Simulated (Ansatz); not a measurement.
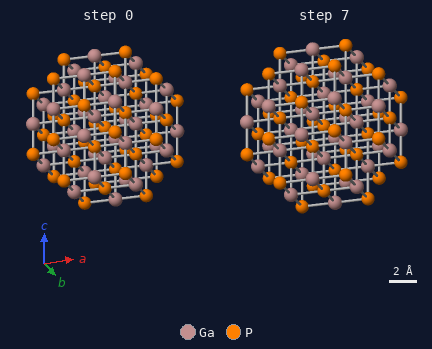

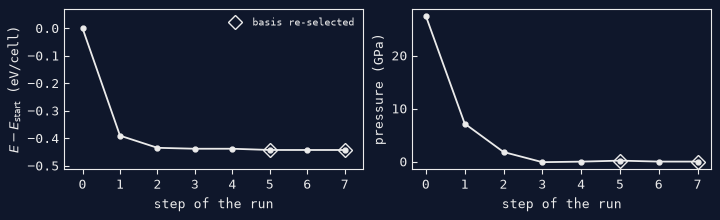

First and last geometry of a relaxation of a crystal of GaP (built on the rocksalt type), with the history of the run. The picture is a ball-and-stick view of the conventional cell (4 times the calculation's cell), seen from a free direction. Lengths and directions refer to the drawn axes.

Computed with Ansatz, DFT, PBE, plane waves, PAW. (plane-wave cutoff 420 eV; k-point mesh 8 × 8 × 8; occupations fermi dirac; smearing width 0.02 eV; no spin polarisation; cell and atoms relaxed; force threshold 0.005 eV/Å)

Question: Read the history and describe the run.

Answer: It converged. Over 5 accepted moves (7 points after the start) the energy falls by 0.443 eV per cell of the calculation. All forces vanish by symmetry, so only the cell relaxes. Pressure: 27.46 GPa at the start and 0.01 GPa at the end. The SCF was repeated twice at an unchanged geometry on a basis and grid sized afresh for the cell, which shifted the energy by 4.5 meV per cell of the calculation at most. The atoms keep their places relative to the cell (all moves are under 0.005 Å). Cell: a = b = c 4.827 → 5.161 Å (+6.9 %). Volume +22.2 %. Some distances before and after: Ga–P 2.414 → 2.580 Å. The space group stays Fm-3m (No. 225).

```csv
step,"E − E(0), meV/atom","pressure, GPa","volume, Å³/atom",note
0,0.00,27.46,14.062,
1,-195.31,7.17,16.000,
2,-217.41,1.81,16.818,
3,-219.11,-0.10,17.163,
4,-219.12,0.00,17.145,
5,-221.36,0.19,17.145,"same geometry, new basis"
6,-221.37,0.01,17.180,
7,-221.38,0.01,17.180,"same geometry, new basis"
```
